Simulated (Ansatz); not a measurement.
**Geometry relaxation, with input and output: Al₁₈N₁₇ (part 3 of 3)**

Continued. System: Al₁₈N₁₇ (defect cell, 35 atoms in the cell). Method: DFT PBE, scalar-relativistic, plane waves, PAW, spin-polarised (Ansatz 0.2.0); cutoff 420 eV, 2×2×2 k-mesh, Gaussian smearing of 0.02 eV, collinear spins. The structure derives from a Materials Project entry. It belongs to a series of runs on one base structure; here: V_N, charge +0, atoms relaxed at the host's cell.

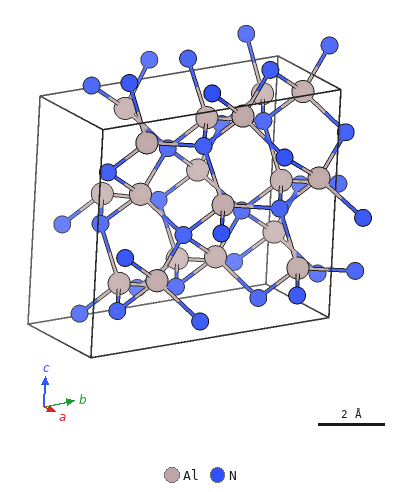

The geometry at step 8 of the log (ball-and-stick view of the cell of the calculation, seen slightly off an axis; bonded neighbours outside the cell are drawn too).

### Output, continued
```
--- Relaxed structure (15 steps of the walk, 12 accepted, 0 SCFs on fresh bases) ---
  F+E_penalty+E_count = -16246.79686842 eV   max|allowed force component| = 1.810e-2 eV/Å
  atoms:
    - { symbol: Al, position: [0.28365549450135247, 0.2845443069472545, 0.9331543756206642] }
    - { symbol: Al, position: [0.9465343456536938, 0.2775185863588925, 0.27966632681639636] }
    - { symbol: Al, position: [0.6064982131731839, 0.9455138490251195, 0.9434624309337356] }
    - { symbol: Al, position: [0.6125824872922552, 0.280195001980454, 0.6090912223699125] }
    - { symbol: Al, position: [0.2769633717780011, 0.9471615436855556, 0.2796251895742943] }
    - { symbol: Al, position: [0.9448588178382207, 0.6069982052206563, 0.9434364595380285] }
    - { symbol: Al, position: [0.9437168940364355, 0.9442226651290161, 0.6140484970649611] }
    - { symbol: Al, position: [0.6118314555098647, 0.612405979022225, 0.27748103166651333] }
    - { symbol: Al, position: [0.2796365448321215, 0.6130102006807422, 0.6090171739634661] }
    - { symbol: Al, position: [0.8923762481204429, 0.2077733877231409, 0.8921764299035306] }
    - { symbol: Al, position: [0.5545152457789699, 0.2245640548047267, 0.22067692379640833] }
    - { symbol: Al, position: [0.20727489657066828, 0.8924246648297205, 0.8923545172545283] }
    - { symbol: Al, position: [0.22650315799041623, 0.22734898823765573, 0.5626072726689025] }
    - { symbol: Al, position: [0.8877091269898003, 0.888272279465722, 0.22188364787544862] }
    - { symbol: Al, position: [0.5586430419204678, 0.559144030837403, 0.8884912460568855] }
    - { symbol: Al, position: [0.5546115050539525, 0.8909495185251172, 0.556160015895334] }
    - { symbol: Al, position: [0.22402207265361912, 0.5550900323130541, 0.22066105655932047] }
    - { symbol: Al, position: [0.8903655535404551, 0.5552360079402368, 0.5561547184021075] }
    - { symbol: N, position: [0.8161379542606486, 0.15051220106000407, 0.15550300642189038] }
    - { symbol: N, position: [0.4753661854234937, 0.8224145585680536, 0.8180217133818714] }
    - { symbol: N, position: [0.48531236228562613, 0.15243878709655104, 0.4819498231443488] }
    - { symbol: N, position: [0.14995035074273938, 0.8166144242527109, 0.15562145072778413] }
    - { symbol: N, position: [0.8217743514236058, 0.47594776184582754, 0.817987601196934] }
    - { symbol: N, position: [0.8164366997078919, 0.8170762827091922, 0.4853682275440878] }
    - { symbol: N, position: [0.4850640034942347, 0.48562275035896624, 0.14927228085351013] }
    - { symbol: N, position: [0.15179713514043516, 0.48605854511389746, 0.48169236842309016] }
    - { symbol: N, position: [0.09751916809995864, 0.42542982628799825, 0.09258802692708305] }
    - { symbol: N, position: [0.763783303044143, 0.4300401224641289, 0.4267781476361135] }
    - { symbol: N, position: [0.42479395847860835, 0.0981928036288264, 0.09245243417579074] }
    - { symbol: N, position: [0.43619076930228884, 0.4366731711792885, 0.7571157566908117] }
    - { symbol: N, position: [0.09669491834086741, 0.09725621156834496, 0.4360567927964982] }
    - { symbol: N, position: [0.7610373350813121, 0.761616392816003, 0.09195599027257623] }
    - { symbol: N, position: [0.7566741859008804, 0.09456662527709803, 0.7604454962433362] }
    - { symbol: N, position: [0.42947243600885926, 0.7643744303537272, 0.42677124882022816] }
    - { symbol: N, position: [0.09404181133048517, 0.7569896191926889, 0.7604522296836063] }
--- Löwdin populations: 35 sites ---
  site symbol       q [e]    m [muB]
     0     Al      2.1659     0.1722
     1     Al      1.9126     0.0045
     2     Al      1.9169     0.0051
     3     Al      1.9087     0.0089
     4     Al      1.9127     0.0045
     5     Al      1.9169     0.0052
     6     Al      1.9333     0.0110
     7     Al      1.9106     0.0016
     8     Al      1.9088     0.0090
     9     Al      2.1832     0.1608
    10     Al      1.9169     0.0154
    11     Al      2.1827     0.1631
    12     Al      2.1670     0.1286
    13     Al      1.9210     0.0099
    14     Al      1.9173     0.0121
    15     Al      1.9142     0.0037
    16     Al      1.9166     0.0156
    17     Al      1.9140     0.0036
    18      N      6.0190     0.0257
    19      N      6.0083     0.0025
    20      N      6.0204     0.0179
    21      N      6.0193     0.0260
    22      N      6.0085     0.0028
    23      N      6.0223     0.0009
    24      N      6.0298     0.0004
    25      N      6.0210     0.0185
    26      N      6.0115     0.0037
    27      N      6.0284     0.0009
    28      N      6.0112     0.0034
    29      N      6.0308     0.0521
    30      N      6.0087    -0.0007
    31      N      6.0192     0.0021
    32      N      6.0247     0.0314
    33      N      6.0283     0.0009
    34      N      6.0248     0.0317
  spilling = 0.008234 (of n_electrons = 139.000000)
```

### File populations.tsv
```
# site	symbol	l	j	q_up	q_dn
# orbitals = lowdin
# n_electrons = 139.000000
# spilling = 0.008234
0	Al	0_3S	-	0.355149	0.300307
0	Al	1_3P	-	0.813932	0.696550
1	Al	0_3S	-	0.283793	0.283500
1	Al	1_3P	-	0.674791	0.670547
2	Al	0_3S	-	0.282497	0.282353
2	Al	1_3P	-	0.678466	0.673548
3	Al	0_3S	-	0.281302	0.279730
3	Al	1_3P	-	0.677473	0.670158
4	Al	0_3S	-	0.283829	0.283531
4	Al	1_3P	-	0.674756	0.670538
5	Al	0_3S	-	0.282429	0.282292
5	Al	1_3P	-	0.678599	0.673570
6	Al	0_3S	-	0.282191	0.281979
6	Al	1_3P	-	0.689931	0.679189
7	Al	0_3S	-	0.283084	0.281972
7	Al	1_3P	-	0.672985	0.672533
8	Al	0_3S	-	0.281287	0.279724
8	Al	1_3P	-	0.677615	0.670140
9	Al	0_3S	-	0.349203	0.306052
9	Al	1_3P	-	0.822802	0.705156
10	Al	0_3S	-	0.289110	0.282853
10	Al	1_3P	-	0.677047	0.667882
11	Al	0_3S	-	0.350042	0.305602
11	Al	1_3P	-	0.822839	0.704194
12	Al	0_3S	-	0.346765	0.305578
12	Al	1_3P	-	0.801078	0.713626
13	Al	0_3S	-	0.282424	0.282543
13	Al	1_3P	-	0.683011	0.673027
14	Al	0_3S	-	0.288202	0.283469
14	Al	1_3P	-	0.676495	0.669167
15	Al	0_3S	-	0.283116	0.282668
15	Al	1_3P	-	0.675802	0.672576
16	Al	0_3S	-	0.288961	0.282640
16	Al	1_3P	-	0.677138	0.667890
17	Al	0_3S	-	0.283089	0.282630
17	Al	1_3P	-	0.675738	0.672548
18	N	0_2S	-	0.710776	0.701157
18	N	1_2P	-	2.311598	2.295503
19	N	0_2S	-	0.708487	0.706242
19	N	1_2P	-	2.296928	2.296643
20	N	0_2S	-	0.708840	0.701250
20	N	1_2P	-	2.310301	2.300004
21	N	0_2S	-	0.710732	0.701071
21	N	1_2P	-	2.311944	2.295567
22	N	0_2S	-	0.708606	0.706199
22	N	1_2P	-	2.297053	2.296625
23	N	0_2S	-	0.703347	0.702912
23	N	1_2P	-	2.308281	2.307791
24	N	0_2S	-	0.701574	0.701209
24	N	1_2P	-	2.313545	2.313473
25	N	0_2S	-	0.708893	0.701089
25	N	1_2P	-	2.310842	2.300139
26	N	0_2S	-	0.706467	0.704589
26	N	1_2P	-	2.301131	2.299326
27	N	0_2S	-	0.701111	0.700943
27	N	1_2P	-	2.313520	2.312799
28	N	0_2S	-	0.706484	0.704686
28	N	1_2P	-	2.300846	2.299217
29	N	0_2S	-	0.715033	0.698069
29	N	1_2P	-	2.326442	2.291301
30	N	0_2S	-	0.707094	0.706394
30	N	1_2P	-	2.296896	2.298302
31	N	0_2S	-	0.703638	0.703323
31	N	1_2P	-	2.307007	2.305265
32	N	0_2S	-	0.711059	0.700420
32	N	1_2P	-	2.316985	2.296244
33	N	0_2S	-	0.701128	0.700961
33	N	1_2P	-	2.313465	2.312746
34	N	0_2S	-	0.711133	0.700390
34	N	1_2P	-	2.317119	2.296124
```

### Trajectory as extended XYZ (Å, eV, eV/Å), 3 of the 15 frames kept, from step=1 to step=15
```
35
Lattice="4.6953 -2.7108 -5.0180 -4.6953 -2.7108 -5.0180 0.0000 5.4217 -5.0180" Properties=species:S:1:pos:R:3:forces:R:3 step=1 energy=-16246.57127
Al   -0.0450    3.5463   -7.4947    0.5596   1.1429   0.1822
Al    3.1302   -1.8072   -7.5309   -0.0139  -0.0905   0.0939
Al   -1.5651    0.9036  -12.5489   -0.0718   0.0146  -0.0896
Al    1.5651    0.9036   -7.5309    0.0355   0.0134   0.1167
Al   -3.1302   -1.8072   -7.5309    0.0056  -0.1480  -0.0226
Al    1.5651    0.9036  -12.5489   -0.0254  -0.0824  -0.0786
Al    0.0000   -1.8072  -12.5489    0.0539   0.1178  -0.2921
Al    0.0000   -1.8072   -7.5309   -0.0240  -0.0319  -0.0079
Al   -1.5651    0.9036   -7.5309   -0.1175  -0.0080  -0.0177
Al    3.1025    1.8128  -10.0529    0.7093  -0.2647   0.2103
Al    1.5651   -0.9036   -5.0219   -0.1296  -0.0087   0.1003
Al   -3.1089    1.8000  -10.0858   -0.7812  -0.0593   0.6427
Al   -0.0418    1.7825   -4.9889    0.7144   0.6045  -0.5157
Al    0.0000   -3.6144  -10.0399    0.0171  -0.1485   0.1054
Al    0.0000    1.8072  -10.0399   -0.0062   0.1192  -0.0839
Al   -1.5651   -0.9036  -10.0399   -0.1672   0.0078   0.0581
Al   -1.5651   -0.9036   -5.0219    0.0728  -0.1293   0.0009
Al    1.5651   -0.9036  -10.0399    0.0354   0.0492   0.0229
N     3.1302   -1.8072   -5.6163   -0.0152   0.0936  -0.1304
N    -1.5651    0.9036  -10.6344    0.4068  -0.1637  -0.1532
N     1.5651    0.9036   -5.6163   -0.1927   0.0590   0.0347
N    -3.1302   -1.8072   -5.6163    0.0407   0.1642  -0.1401
N     1.5651    0.9036  -10.6344   -0.3604  -0.0716  -0.0591
N     0.0000   -1.8072  -10.6344    0.0057  -0.0073  -0.0408
N     0.0000   -1.8072   -5.6163   -0.0126  -0.0262  -0.0253
N    -1.5651    0.9036   -5.6163   -0.3404  -0.2913  -0.0483
N    -1.5651   -0.9036   -3.1073   -0.0571  -0.0141   0.0226
N     1.5651   -0.9036   -8.1254   -0.0001  -0.0020  -0.0262
N     1.5651   -0.9036   -3.1073   -0.3257  -0.2479   0.2403
N     0.0000    1.8072   -8.1254   -0.0197  -0.6012  -0.2262
N     0.0000    1.8072   -3.1073   -0.0880  -0.0514   0.3005
N     0.0000   -3.6144   -8.1254    0.0132   0.0391   0.0092
N     3.1302    1.8072   -8.1254   -0.0776  -0.0067  -0.0441
N    -1.5651   -0.9036   -8.1254    0.0442   0.0318   0.0109
N    -3.1302    1.8072   -8.1254    0.1121  -0.0023  -0.1499
35
Lattice="4.6953 -2.7108 -5.0180 -4.6953 -2.7108 -5.0180 0.0000 5.4217 -5.0180" Properties=species:S:1:pos:R:3:forces:R:3 step=8 energy=-16246.73724
Al   -0.0544    3.5445   -7.5305    0.0979   0.0069  -0.1291
Al    3.1366   -1.7942   -7.5515    0.0358   0.0053  -0.0022
Al   -1.5852    0.8967  -12.5374   -0.0848   0.0186  -0.1160
Al    1.5709    0.8902   -7.5478    0.0100   0.0215  -0.0030
Al   -3.1456   -1.8084   -7.5358   -0.0539  -0.0902  -0.0705
Al    1.5833    0.9195  -12.5157   -0.0292   0.0382  -0.0576
Al    0.0183   -1.7876  -12.5548   -0.0859  -0.0755  -0.0742
Al   -0.0040   -1.8117   -7.5367   -0.0177   0.0190  -0.0243
Al   -1.5457    0.8986   -7.5139   -0.0025  -0.0719   0.0327
Al    3.1859    1.7990  -10.0508    0.2014   0.0686   0.2130
Al    1.5456   -0.9165   -5.0220    0.0418   0.0110   0.0823
Al   -3.1501    1.8297   -9.9577   -0.1682   0.1083  -0.0369
Al   -0.0061    1.8510   -5.0842   -0.0848  -0.0041   0.0880
Al   -0.0007   -3.6228  -10.0230   -0.0358  -0.0147  -0.0384
Al   -0.0055    1.7937  -10.0657    0.0103   0.0772   0.0976
Al   -1.5762   -0.9019  -10.0350    0.0160  -0.0806   0.0178
Al   -1.5671   -0.9091   -5.0318    0.0218  -0.0017   0.0188
Al    1.5629   -0.9083  -10.0491    0.0752  -0.0113   0.0501
N     3.1344   -1.8072   -5.6283   -0.0637  -0.0061  -0.0517
N    -1.6019    0.9046  -10.6288   -0.0552  -0.0139   0.0331
N     1.5582    0.9035   -5.6245    0.0074   0.0234  -0.0356
N    -3.1401   -1.8082   -5.6239    0.1042   0.0808   0.0422
N     1.5834    0.9107  -10.6155    0.0840  -0.0116  -0.0474
N    -0.0071   -1.8099  -10.6266   -0.0159   0.0138  -0.0751
N    -0.0082   -1.8167   -5.6249    0.0000  -0.0178   0.0088
N    -1.5630    0.8925   -5.6093   -0.0551  -0.0355   0.0609
N    -1.5686   -0.8910   -3.1197    0.0100  -0.0371   0.0975
N     1.5629   -0.9137   -8.1311   -0.0121  -0.0026  -0.0111
N     1.5227   -0.9267   -3.0874    0.0404   0.0195   0.0112
N     0.0054    1.7581   -8.1699    0.0335   0.0134  -0.0322
N     0.0001    1.8349   -3.1485    0.0453  -0.0013   0.0448
N    -0.0066   -3.6241   -8.1073    0.0071  -0.0391   0.0262
N     3.1330    1.8018   -8.1261   -0.0295   0.0415   0.0461
N    -1.5743   -0.9117   -8.1219   -0.0023  -0.0075  -0.0061
N    -3.0863    1.8317   -8.0485   -0.0454  -0.0443  -0.1597
35
Lattice="4.6953 -2.7108 -5.0180 -4.6953 -2.7108 -5.0180 0.0000 5.4217 -5.0180" Properties=species:S:1:pos:R:3:forces:R:3 step=15 energy=-16246.79687
Al   -0.0042    3.5190   -7.5338    0.0097   0.0073   0.0181
Al    3.1412   -1.8019   -7.5457    0.0002   0.0019   0.0017
Al   -1.5918    0.9079  -12.5223    0.0022   0.0012   0.0045
Al    1.5607    0.8821   -7.5364    0.0011  -0.0017   0.0034
Al   -3.1468   -1.8024   -7.5458    0.0019   0.0034   0.0025
Al    1.5864    0.9082  -12.5214   -0.0021   0.0041  -0.0001
Al   -0.0024   -1.7887  -12.5550    0.0035   0.0007   0.0064
Al   -0.0027   -1.8143   -7.5357   -0.0005   0.0008   0.0023
Al   -1.5653    0.8821   -7.5354   -0.0008  -0.0044  -0.0023
Al    3.2144    1.8548   -9.9975   -0.0086  -0.0030  -0.0113
Al    1.5492   -0.9155   -5.0168   -0.0010   0.0003   0.0043
Al   -3.2170    1.8569   -9.9962   -0.0004  -0.0104  -0.0114
Al   -0.0040    1.8200   -5.1006    0.0068  -0.0001   0.0022
Al   -0.0026   -3.6114  -10.0253    0.0007  -0.0012   0.0001
Al   -0.0024    1.7870  -10.0675   -0.0045  -0.0024  -0.0054
Al   -1.5792   -0.9034  -10.0447   -0.0034   0.0036   0.0000
Al   -1.5545   -0.9157   -5.0169    0.0000  -0.0028   0.0075
Al    1.5735   -0.9035  -10.0449   -0.0015   0.0003   0.0030
N     3.1253   -1.7773   -5.6310   -0.0005   0.0024   0.0021
N    -1.6295    0.9170  -10.6171    0.0074   0.0017   0.0028
N     1.5629    0.8841   -5.6187    0.0000  -0.0036   0.0002
N    -3.1302   -1.7765   -5.6312   -0.0022  -0.0002   0.0009
N     1.6238    0.9169  -10.6167    0.0022  -0.0006   0.0018
N    -0.0030   -1.7967  -10.6326    0.0021   0.0008  -0.0011
N    -0.0026   -1.8221   -5.6200    0.0008   0.0010  -0.0034
N    -1.5695    0.8825   -5.6179    0.0030   0.0106  -0.0065
N    -1.5396   -0.9156   -3.0888   -0.0031  -0.0030  -0.0062
N     1.5670   -0.9224   -8.1322   -0.0003  -0.0014  -0.0045
N     1.5335   -0.9165   -3.0883   -0.0017  -0.0006  -0.0085
N    -0.0023    1.7386   -8.1793   -0.0050   0.0038   0.0035
N    -0.0026    1.8384   -3.1614   -0.0019  -0.0029   0.0011
N    -0.0027   -3.6291   -8.1021    0.0006  -0.0015  -0.0012
N     3.1088    1.8153   -8.0875    0.0025  -0.0007  -0.0033
N    -1.5725   -0.9225   -8.1323    0.0002  -0.0003  -0.0020
N    -3.1127    1.8159   -8.0865   -0.0075  -0.0032  -0.0014
```

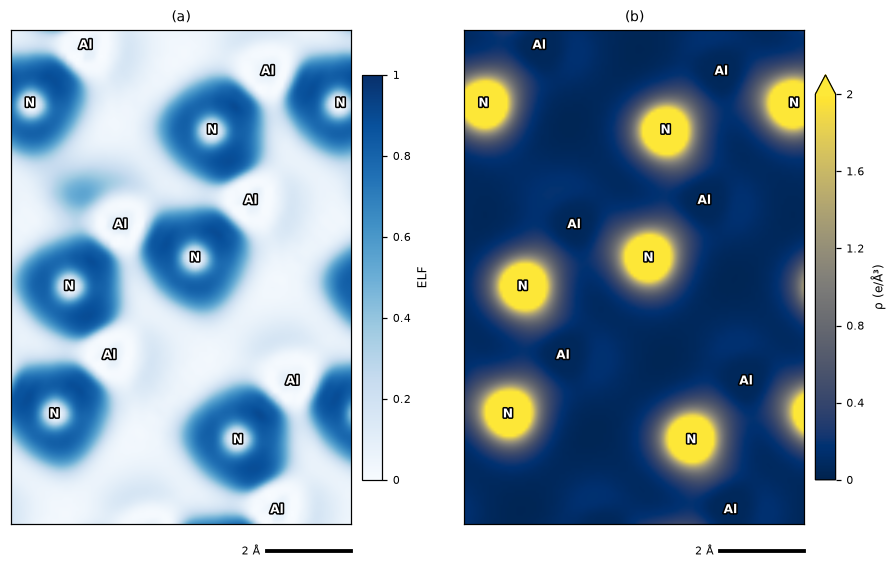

(a) ELF; (b) valence pseudo-density on the (011̄) plane of the calculation cell. The section cuts through Al and N sites. Al–N (1.91 Å): the density is about 0.65 e/Å³ at the midpoint; the ELF peaks at about 0.90 between the atoms (a polar covalent bond). Away from the nuclei the density in this plane falls to 0.04 e/Å³ at its lowest. In a PAW calculation such maps are meaningful between the atoms, not at the nuclei.

### Results in brief

| quantity | value |
| --- | --- |
| outcome | converged |
| electrons treated | 139 |
| free energy | −16246.7969 eV |
| Fermi energy | 10.242 eV |
| gap on the k-point mesh | 0.56 eV |
| net moment of the cell | 1.00 μB |
| integrated absolute moment | 1.05 μB |
| final volume | 383.22 Å³ |
| largest force (length of the vector) at the end | 0.022 eV/Å |
| hardware | 8 threads of Arm Neoverse V1, 24 GiB of memory available, shared host |
| wall time | 2.4 min (CPU time 19 min) |
| peak memory | 1.6 GiB |
